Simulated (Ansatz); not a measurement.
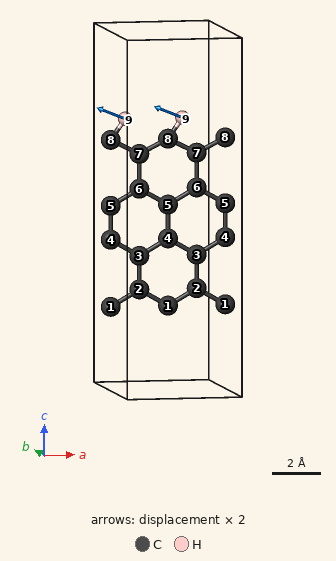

A constrained relaxation of a slab of composition HC₈ (cut from the P6/mmm phase). The starting structure is drawn; blue arrows show the displacements, magnified 2 times.

Style: ball-and-stick. Shown: the 2 repeat of the cell, with the vacuum cut short, slightly off an axis.

Case: H put at a bridge C-C site. The slab is the (1 0 0) face of C with H on it. 4 atoms are held fixed.

Method: Ansatz, DFT PBEsol, scalar-relativistic, plane waves, PAW. Settings: plane-wave cutoff 420 eV; k-point mesh 12 × 4 × 1; occupations gaussian; smearing width 0.1 eV; no spin polarisation; dipole correction; atoms relaxed in a fixed cell; force threshold 0.03 eV/Å; at most 70 steps.

What did the optimiser do to the structure, and how much energy did it gain?

The largest move is that of H9, 0.66 Å. Largest moves by element: H 0.66 Å, C 0.03 Å. The lattice vectors keep their values. Some distances before and after: C6–C7 1.472 → 1.440 Å, C7–C8 1.376 → 1.404 Å, C8–H9 1.073 → 1.096 Å, C5–C6 1.412 → 1.417 Å. Bond angles that change, for instance: C7–C8–H9 81.8° → 118.8°, C7–C8–H9 151.6° → 119.0°, C8–C7–C8 126.6° → 122.2°. Over 4 accepted moves (5 points after the start) the energy falls by 1.360 eV per cell of the calculation. The largest force component goes from 4.4 to 0.029 eV/Å. 1 step only repeated the SCF at the same geometry.

Limits of the set-up: the periodic images lie only 2.5 Å apart, so the values are limited by the cell's size.
